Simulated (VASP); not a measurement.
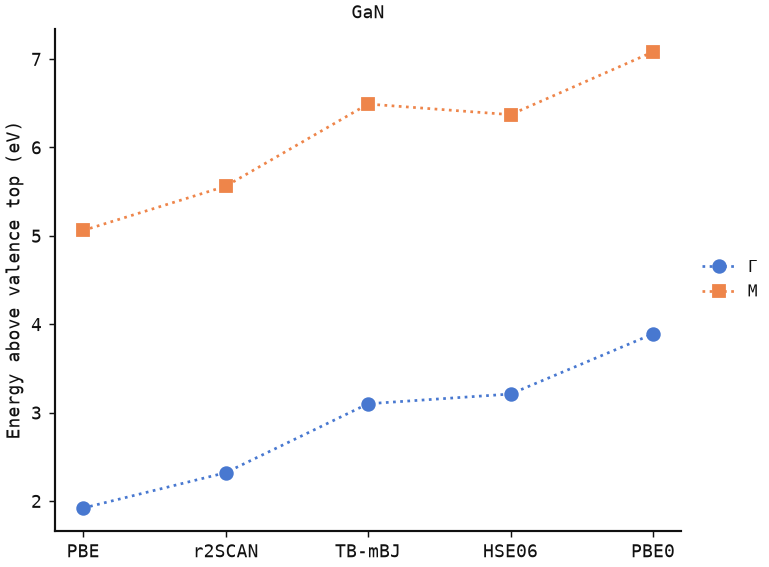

Lowest conduction level at each named k point, counted from the valence-band top at Γ, by several methods on one cell of wurtzite GaN, space group P6_3mc, 4 atoms in the cell; a = 3.189 Å, c = 5.185 Å (hexagonal axes). All runs are without spin-orbit coupling and carry no moments. The cell is at 6 GPa in PBE.

Q: Does PBE0 shift these levels rigidly from PBE?

A: The shifts are +1.97 eV at Γ and +2.02 eV at M: a spread of 0.05 eV on a mean of 2.00 eV, so one shift describes them well.

Q: How do the methods rank at Γ?

A: From low to high: PBE 1.92, r2SCAN 2.32, TB-mBJ 3.10, HSE06 3.21, PBE0 3.89 eV.

Q: Do the methods agree on which of these conduction levels is lowest?

A: Yes: all put it at Γ.

```csv
method,program,Γ (eV),M (eV)
PBE,VASP,1.92,5.06
r2SCAN,VASP,2.32,5.56
TB-mBJ,VASP,3.10,6.49
HSE06,VASP,3.21,6.37
PBE0,VASP,3.89,7.08
```

Settings. PBE: VASP PAW PBE potentials, release 64 (Ga_d, N), 8×8×5 k mesh, 520 eV cutoff, Fermi-Dirac smearing of 0.05 eV (VASP 6.6.1). r2SCAN: VASP PAW PBE potentials, release 64 (Ga_d, N), 8×8×5 k mesh, 520 eV cutoff, Fermi-Dirac smearing of 0.05 eV (VASP 6.6.1). TB-mBJ: VASP PAW PBE potentials, release 64 (Ga_d, N), 8×8×5 k mesh, 520 eV cutoff, Fermi-Dirac smearing of 0.05 eV (VASP). HSE06: VASP PAW PBE potentials, release 64 (Ga_d, N), 6×6×4 k mesh, 520 eV cutoff, Fermi-Dirac smearing of 0.05 eV (VASP). PBE0: VASP PAW PBE potentials, release 64 (Ga_d, N), 6×6×4 k mesh, 520 eV cutoff, Fermi-Dirac smearing of 0.05 eV (VASP).

These are five of the 6 methods that were run on this cell. r2SCAN, TB-mBJ, HSE06 and PBE0: the PAW data sets were made with another functional. LDA, GGA and most meta-GGA functionals understate gaps. HSE06 and PBE0: the k mesh is thin for exact exchange. TB-mBJ: this is a model potential built to give gaps, with no total energy.
